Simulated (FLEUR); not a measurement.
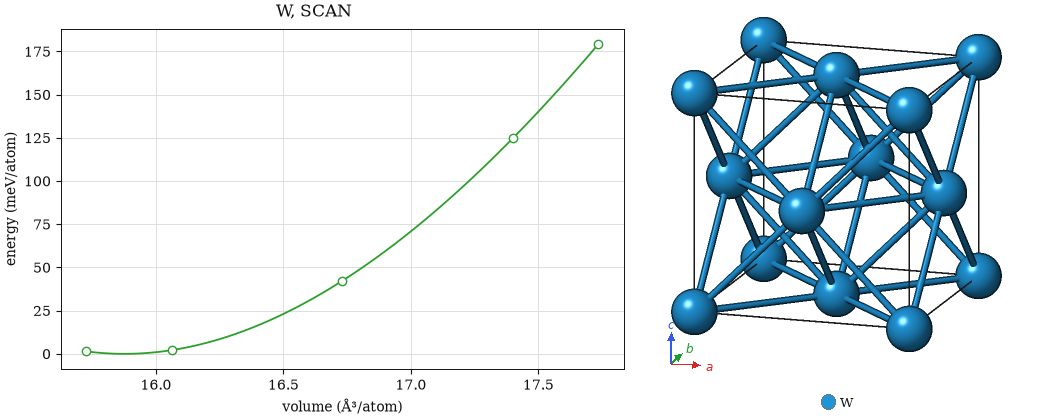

Plotted: energy against volume for W, space group Fm-3m (No. 225). The conventional cell is drawn beside the plot.

Structure:
```cif
data_structure
_symmetry_space_group_name_H-M 'P 1'
_symmetry_Int_Tables_number 1
_cell_length_a 2.8709
_cell_length_b 2.8709
_cell_length_c 2.8709
_cell_angle_alpha 60.000
_cell_angle_beta 60.000
_cell_angle_gamma 60.000
_cell_volume 16.73
loop_
_atom_site_label
_atom_site_type_symbol
_atom_site_fract_x
_atom_site_fract_y
_atom_site_fract_z
_atom_site_occupancy
W1 W 0.00000 0.00000 0.00000 1
```

How it was computed, with FLEUR MaX-R8.1 (later development tree): all-electron LAPW DFT, no spin polarisation; energies at scaled volumes of the given cell, shape and fractions fixed, counted from the fit's minimum, third-order Birch-Murnaghan fit. Level: SCAN.

| setting | value |
| --- | --- |
| k mesh | 11×11×11 |
| occupations | Fermi–Dirac |
| smearing width | 0.05 eV |
| potentials | all electron |
| program settings | basis FLAPW, kmax 4.1 1/bohr |

Q: How stiff is the solid, and where is its volume at rest?

A: A third-order Birch–Murnaghan fit gives V0 = 15.88 Å³/atom, B0 = 325 GPa and B′ = 4.6.

The computed values:

```tsv
volume (Å³/atom)	energy (meV/atom)
15.73	1
16.06	2
16.73	42
17.40	125
17.73	179
```
